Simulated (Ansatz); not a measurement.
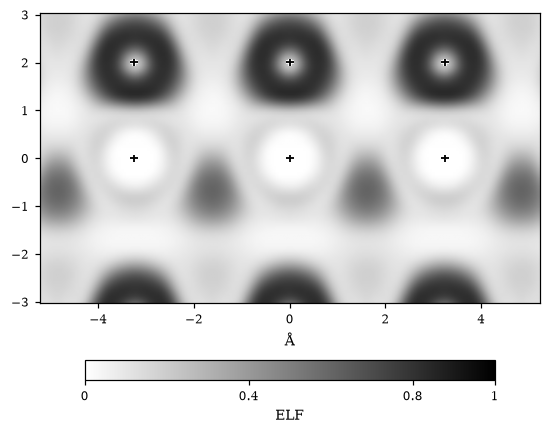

The ELF on a plane through atoms (crosses mark nuclei in the plane).

Method: DFT, PBE, plane-wave PAW, default files, scalar-relativistic, frozen cores in Ansatz.

Candidates:
A. ZnO, a = 3.25 Å, b = 3.25 Å, c = 5.36 Å, α = 90.00°, β = 90.00°, γ = 120.00°. Space group P6₃mc.
B. HfO$_{2}$, a = 5.12 Å, b = 5.12 Å, c = 5.12 Å, α = 90.00°, β = 90.00°, γ = 90.00°. Space group Fm-3m; computed pressure about −2 GPa in this cell.
C. TiO$_{2}$, a = 3.78 Å, b = 3.78 Å, c = 9.42 Å, α = 90.00°, β = 90.00°, γ = 90.00°. Space group I4₁/amd; computed pressure about 7 GPa in this cell; computed without spin polarisation.

> Which candidate gave the map?

Candidate A: ZnO on the (100) plane of the conventional cell, which holds Zn and O. Zn–O (2.00 Å): the ELF peaks at about 0.85 in the valence shell of O, 0.6 Å from its nucleus, and is about 0.25 at the midpoint: no shared electron pair shows on this line.
